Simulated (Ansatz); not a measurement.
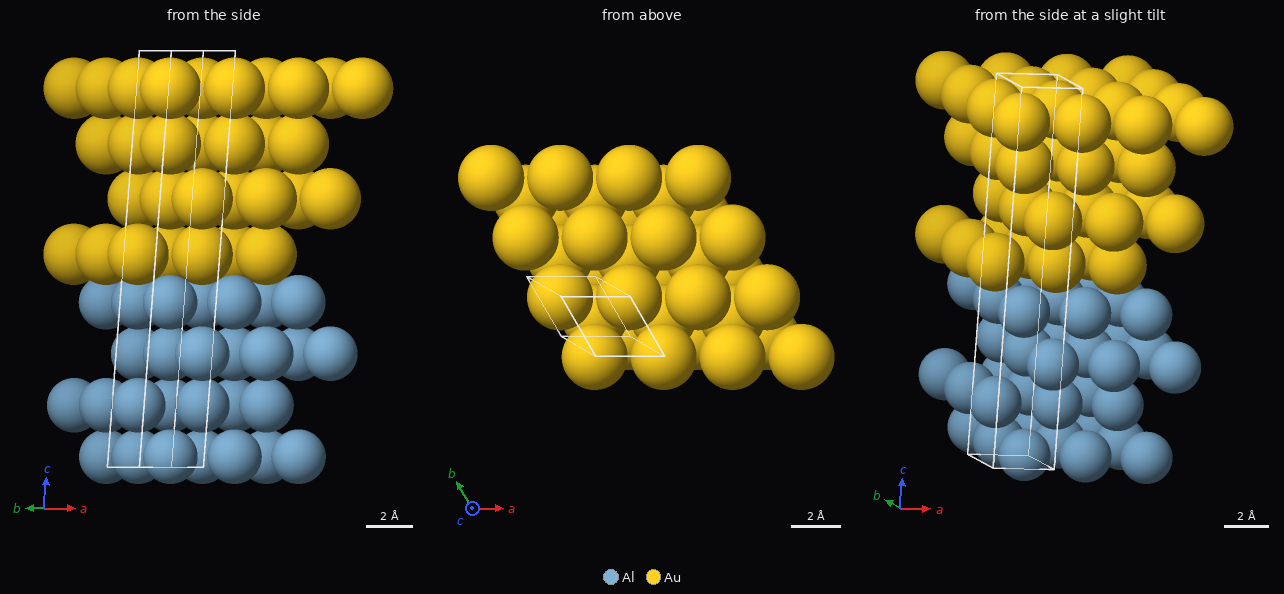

A space-filling picture of a periodic stack of two materials, seen from the side, from above and from the side at a slight tilt; the box is the simulation cell in a reduced setting, and 3×3 cells are drawn in the plane (a layer on the cell's face shows at both ends).

Q: What does the stack consist of?

A: Al (1 1 1) (Fm-3m, 4 atoms) and Au (1 1 1) (Fm-3m, 4 atoms).

Q: Give the in-plane cell and the period of the stack.

A: The in-plane vectors are 2.84 and 2.84 Å long, those of Al, to which Au is strained; the stack repeats after 18.4 Å.

The atoms and the stacking vector were relaxed with Ansatz, DFT PBEsol, scalar-relativistic, plane waves, PAW, the in-plane cell held. The two parents, named as they started, are listed structures, not always the stable forms, and thin layers can change their stacking on relaxation.
